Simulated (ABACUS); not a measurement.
**Run report: Al, geometry relaxation (part 1 of 2)**

- system: Al (Fm-3m, 1 atom in the cell)
- method: Kohn-Sham DFT of a periodic cell, M06-L, SG15 ONCV 1.2 PBE, no spin polarisation (ABACUS 3.10.1)

The structure derives from an entry of the Crystallography Open Database.

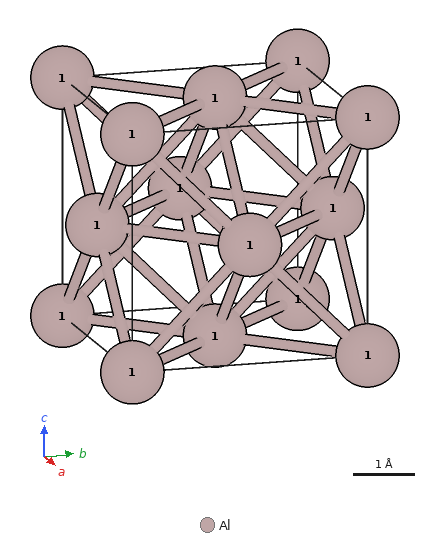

Fig. 1: The structure as given in the input (ball-and-stick view of the cell 4 times as large as that of the calculation, set on its symmetry axes, seen slightly off an axis; atoms are numbered from 1 in the order of the input).

The input:
```
INPUT_PARAMETERS
suffix              Al
calculation         cell-relax
basis_type          pw
pseudo_dir          ./
symmetry            1
dft_functional      MGGA_X_M06_L+MGGA_C_M06_L
ecutwfc             69
pseudo_rcut         10
nspin               1
nbands              10
ks_solver           dav
smearing_method     fd
smearing_sigma      0.00367493
scf_thr             1e-08
scf_nmax            100
mixing_type         broyden
mixing_beta         0.7
cal_force           1
cal_stress          1
mixing_tau          1
relax_nmax          60
force_thr_ev        0.02
relax_method        cg
out_stru            1
stress_thr          0.5
kpar                4
```

File STRU:
```
ATOMIC_SPECIES
Al 26.9815 Al_ONCV_PBE-1.2.upf

LATTICE_CONSTANT
5.4112434042

LATTICE_VECTORS
0.0000000000 0.7071067812 0.7071067812
0.7071067812 0.0000000000 0.7071067812
0.7071067812 0.7071067812 0.0000000000

ATOMIC_POSITIONS
Cartesian

Al
0.0
1
0.0000000000 0.0000000000 0.0000000000 1 1 1
```

File KPT:
```
K_POINTS
0
Gamma
7 7 7 0 0 0
```

Hardware: 4 threads of Intel Xeon (Sapphire Rapids), 16 GiB of memory available, shared host.

Run as:
```bash
OMP_NUM_THREADS=1 mpirun -np 4 abacus > log
```

The program's output:
```
ABACUS v3.10.1

               Atomic-orbital Based Ab-initio Computation at UStc

 ------------------------------------------------------------------------------------

 READING GENERAL INFORMATION
                           global_out_dir = OUT.Al/
                           global_in_card = INPUT
                               pseudo_dir = ./
                              orbital_dir =
                                    DSIZE = 4
                                    GSIZE = 1

 READING UNITCELL INFORMATION
                                    ntype = 1
                  lattice constant (Bohr) = 5.41124
              lattice constant (Angstrom) = 2.86351

 READING ATOM TYPE 1
                               atom label = Al
                      L=0, number of zeta = 1
                      L=1, number of zeta = 1
                      L=2, number of zeta = 1
             number of atom for this type = 1

                        TOTAL ATOM NUMBER = 1
CARTESIAN COORDINATES ( UNIT =       5.411243404200 Bohr ).
    atom                   x                   y                   z     mag                  vx                  vy                  vz
tauc_Al1            0.0000000000        0.0000000000        0.0000000000  0.0000        0.0000000000        0.0000000000        0.0000000000

                          Volume (Bohr^3) = 112.041
                             Volume (A^3) = 16.6027

 Lattice vectors: (Cartesian coordinate: in unit of a_0)
                   +0           +0.707107           +0.707107
            +0.707107                  +0           +0.707107
            +0.707107           +0.707107                  +0
 Reciprocal vectors: (Cartesian coordinate: in unit of 2 pi/a_0)
            -0.707107           +0.707107           +0.707107
            +0.707107           -0.707107           +0.707107
            +0.707107           +0.707107           -0.707107
 The esolver type has been set to : ksdft_pw

                PAO radial cut off (Bohr) = 10

 Read in pseudopotential file is Al_ONCV_PBE-1.2.upf
                     pseudopotential type = NC
          exchange-correlation functional = PBE
                 nonlocal core correction = 0
                        valence electrons = 11
                                     lmax = 1
                           number of zeta = 0
                     number of projectors = 4
                           L of projector = 0
                           L of projector = 0
                           L of projector = 1
                           L of projector = 1
 XC functional updated to : MGGA_X_M06_L+MGGA_C_M06_L
          exchange-correlation functional = MGGA_X_M06_L+MGGA_C_M06_L
     initial pseudo atomic orbital number = 0

 SETUP THE ELECTRONS NUMBER
            electron number of element Al = 11
      total electron number of element Al = 11
            AUTOSET number of electrons:  = 11
                           occupied bands = 6
                                   NBANDS = 10
                                   NLOCAL = 9

%%%%%%%%%%%%%%%%%%%%%%%%%%%%%%%%%%%%%%%%%%%%%%%%%%%%%%%%%%%%%%%%%%%%%%%%%%%%%%%%%%%%%%%%%%%%%%%%%%%%%%%%%%
 Warning: the number of valence electrons in pseudopotential > 3 for Al: [Ne] 3s2 3p1
 Pseudopotentials with additional electrons can yield (more) accurate outcomes, but may be less efficient.
 If you're confident that your chosen pseudopotential is appropriate, you can safely ignore this warning.
%%%%%%%%%%%%%%%%%%%%%%%%%%%%%%%%%%%%%%%%%%%%%%%%%%%%%%%%%%%%%%%%%%%%%%%%%%%%%%%%%%%%%%%%%%%%%%%%%%%%%%%%%%

 SETUP THE PLANE WAVE BASIS
 energy cutoff for charge/potential (unit:Ry) = 276
            fft grid for charge/potential = [ 30, 30, 30 ]
                        fft grid division = [ 1, 1, 1 ]
        big fft grid for charge/potential = [ 30, 30, 30 ]
                                     nbxx = 27000
                                     nrxx = 27000

 SETUP PLANE WAVES FOR CHARGE/POTENTIAL
                    number of plane waves = 8657
                         number of sticks = 559

 PARALLEL PW FOR CHARGE/POTENTIAL
     PROC   COLUMNS(POT)             PW
        1            559           8657
 --------------- sum -------------------
        1            559           8657
                            number of |g| = 139
                                  max |g| = 204
                                  min |g| = 0

----------- Double Check Mixing Parameters Begin ------------
mixing_type: broyden
mixing_beta: 0.7
mixing_gg0: 1
mixing_gg0_min: 0.1
mixing_ndim: 8
----------- Double Check Mixing Parameters End ------------

 LATTICE VECTORS: (CARTESIAN COORDINATE: IN UNIT OF A0)
                   +0           +0.707107           +0.707107
            +0.707107                  +0           +0.707107
            +0.707107           +0.707107                  +0
                       right hand lattice = 1
                                   NORM_A = 1
                                   NORM_B = 1
                                   NORM_C = 1
                           ALPHA (DEGREE) = 60
                           BETA  (DEGREE) = 60
                           GAMMA (DEGREE) = 60

 The lattice vectors have been changed (STRU_SIMPLE.cif)

(for optimal symmetric configuration:)
                             BRAVAIS TYPE = 3
                     BRAVAIS LATTICE NAME = 03. Cubic F (face-centered)
                                    ibrav = 3
                                    IBRAV = 3
                                  BRAVAIS = FACE CENTERED CUBIC
                       LATTICE CONSTANT A = 1.41421
Original cell was already a primitive cell.
                        ROTATION MATRICES = 48
              PURE POINT GROUP OPERATIONS = 48
                   SPACE GROUP OPERATIONS = 48
                              POINT GROUP = O_h
               POINT GROUP IN SPACE GROUP = O_h

 SETUP K-POINTS
                                    nspin = 1
                   Input type of k points = Monkhorst-Pack(Gamma)
                                   nkstot = 343
                       right hand lattice = 1
(for reciprocal lattice: )
                             BRAVAIS TYPE = 2
                     BRAVAIS LATTICE NAME = 02. Cubic I (body-centered)
                                    ibrav = 2
                       right hand lattice = 1
(for k-lattice: )
                             BRAVAIS TYPE = 2
                     BRAVAIS LATTICE NAME = 02. Cubic I (body-centered)
                                    ibrav = 2
                       right hand lattice = 1
                        ROTATION MATRICES = 48
                               nkstot_ibz = 20
K-POINTS REDUCTION ACCORDING TO SYMMETRY
     IBZ    DIRECT_X    DIRECT_Y    DIRECT_Z  WEIGHT  ibz2bz
       1  0.00000000  0.00000000  0.00000000  0.0029       0
       2  0.14285714  0.14285714  0.14285714  0.0233       1
       3  0.28571429  0.28571429  0.28571429  0.0233       2
       4  0.42857143  0.42857143  0.42857143  0.0233       3
       5  0.14285714  0.14285714  0.00000000  0.0175       8
       6  0.28571429  0.14285714  0.28571429  0.0700       9
       7  0.42857143  0.28571429  0.42857143  0.0700      10
       8 -0.42857143  0.42857143  0.42857143  0.0700      11
       9  0.42857143  0.28571429  0.28571429  0.0700      12
      10  0.28571429  0.14285714  0.14285714  0.0350      13
      11  0.28571429  0.28571429  0.00000000  0.0175      16
      12  0.42857143  0.42857143  0.14285714  0.0700      17
      13 -0.28571429  0.42857143  0.42857143  0.0700      18
      14 -0.42857143  0.28571429  0.28571429  0.0350      19
      15  0.42857143  0.42857143  0.00000000  0.0175      24
      16 -0.14285714  0.42857143  0.42857143  0.0350      25
      17  0.42857143  0.28571429  0.14285714  0.0700      66
      18 -0.42857143  0.42857143  0.28571429  0.1399      67
      19 -0.42857143  0.42857143  0.14285714  0.0700      74
      20 -0.28571429  0.42857143  0.28571429  0.0700      75

                               nkstot now = 20
[... K-POINTS DIRECT COORDINATES: 20 rows ...]

           k-point number in this process = 5
       minimum distributed K point number = 5
[... stars of the k points ...]

[... K-POINTS CARTESIAN COORDINATES: 5 rows ...]

[... K-POINTS DIRECT COORDINATES: 5 rows ...]

 SETUP PLANE WAVES FOR WAVE FUNCTIONS
     energy cutoff for wavefunc (unit:Ry) = 69
              fft grid for wave functions = [ 30, 30, 30 ]
                    number of plane waves = 1363
                         number of sticks = 163

 PARALLEL PW FOR WAVE FUNCTIONS
     PROC   COLUMNS(POT)             PW
        1            163           1363
 --------------- sum -------------------
        1            163           1363

 SETUP NONLOCAL PSEUDOPOTENTIALS IN PLANE WAVE BASIS
 Al non-local projectors:
 projector 1 L=0
 projector 2 L=0
 projector 3 L=1
 projector 4 L=1
      TOTAL NUMBER OF NONLOCAL PROJECTORS = 8

 Init Non-Local PseudoPotential table :
 Init Non-Local-Pseudopotential done.

                                     npwx = 1089

 -------------------------------------------
 STEP OF RELAXATION : 1
 -------------------------------------------
                                 init_chg = atomic

 PW ALGORITHM --------------- ION=   1  ELEC=   1--------------------------------
 Notice: Threshold on eigenvalues was too large.
 hsover_error=0.11 > DRHO=0.0298871
 Origin diag ethr = 0.01
 New diag ethr = 0.000271701

 Density error is 0.0268969179092
                          Error Threshold = 0.000271701216605
----------------------------------------------------------
     Energy           Rydberg                 eV
----------------------------------------------------------
 E_KohnSham     -138.5620883659      -1885.2339285561
 E_Harris       -139.4774640642      -1897.6882538639
 E_Fermi        0.8112506803         11.0376317580
----------------------------------------------------------

 PW ALGORITHM --------------- ION=   1  ELEC=   2--------------------------------

 Density error is 0.00159498364933
                          Error Threshold = 0.000244517435538
----------------------------------------------------------
     Energy           Rydberg                 eV
----------------------------------------------------------
 E_KohnSham     -138.5762112330      -1885.4260800204
 E_Harris       -138.6456367366      -1886.3706624561
 E_Fermi        0.7993504971         10.8757214603
----------------------------------------------------------

 PW ALGORITHM --------------- ION=   1  ELEC=   3--------------------------------

 Density error is 0.000356145868257
                          Error Threshold = 1.44998513575e-05
----------------------------------------------------------
     Energy           Rydberg                 eV
----------------------------------------------------------
 E_KohnSham     -138.5809237075      -1885.4901965246
 E_Harris       -138.6427935924      -1886.3319794946
 E_Fermi        0.8002159475         10.8874965162
----------------------------------------------------------

 PW ALGORITHM --------------- ION=   1  ELEC=   4--------------------------------

 Density error is 6.35324193776e-05
                          Error Threshold = 3.23768971143e-06
----------------------------------------------------------
     Energy           Rydberg                 eV
----------------------------------------------------------
 E_KohnSham     -138.5824142839      -1885.5104768574
 E_Harris       -138.5855155465      -1885.5526717006
 E_Fermi        0.8030929911         10.9266407029
----------------------------------------------------------

 PW ALGORITHM --------------- ION=   1  ELEC=   5--------------------------------

 Density error is 1.42648581583e-05
                          Error Threshold = 5.77567448888e-07
----------------------------------------------------------
     Energy           Rydberg                 eV
```
